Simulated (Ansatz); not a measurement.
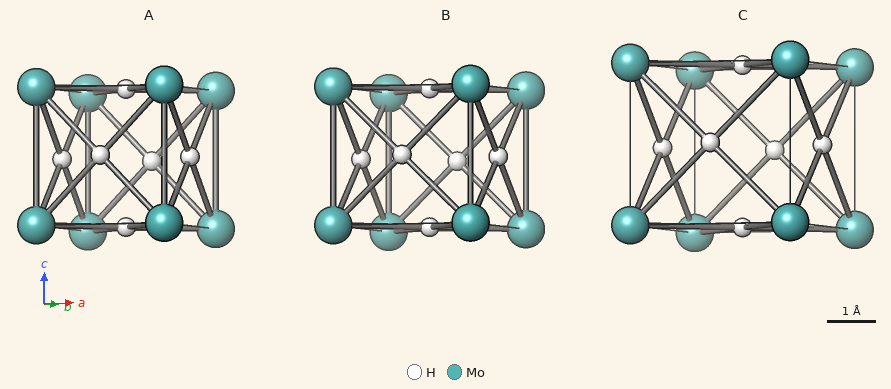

3 geometries from one relaxation of solid MoH₃ (a generated structure, set up in P4/mmm) (coarse preliminary run), in shuffled order. Style: ball-and-stick. Shown: the cell of the calculation, from a free direction.

These are results of Ansatz 0.2.0, DFT PBE, scalar-relativistic, plane waves, PAW, not measurements. Set-up: plane-wave cutoff 420 eV; k-point mesh 6 × 6 × 6; occupations gaussian; smearing width 0.1 eV; no spin polarisation; cell and atoms relaxed; force threshold 0.04 eV/Å; at most 70 steps.

Order the frames from highest to lowest energy.

Answer. C, B, A. They are steps 0, 3, 8, at +928 meV per atom, +73.2 meV per atom relative to the last. No atom moves by more than 0.005 Å relative to the cell. The volume changes by −45.6 %, with a = b 3.632 → 2.904 Å (−20.0 %), c 3.426 → 2.913 Å (−15.0 %). Near-neighbour distances that change, for instance: Mo–Mo 3.632 → 2.904 Å, H–Mo 2.568 → 2.054 Å, Mo–Mo 3.426 → 2.913 Å, H–Mo 2.496 → 2.056 Å. The space group (tolerance 0.01 Å) goes from P4/mmm (No. 123) to Pm-3m (No. 221). Over 7 accepted moves (8 points after the start) the energy falls by 928 meV per atom. All forces vanish by symmetry, so only the cell relaxes. Pressure: −34.26 GPa at the start and −0.09 GPa at the end. The SCF was repeated once at an unchanged geometry on a basis and grid sized afresh for the cell, which shifted the energy by 1.9 meV per atom at most. Cost: 21 s on 1 thread of Intel(R) Xeon(R) Processor @ 2.70GHz (shared host), peak memory 0.34 GiB.
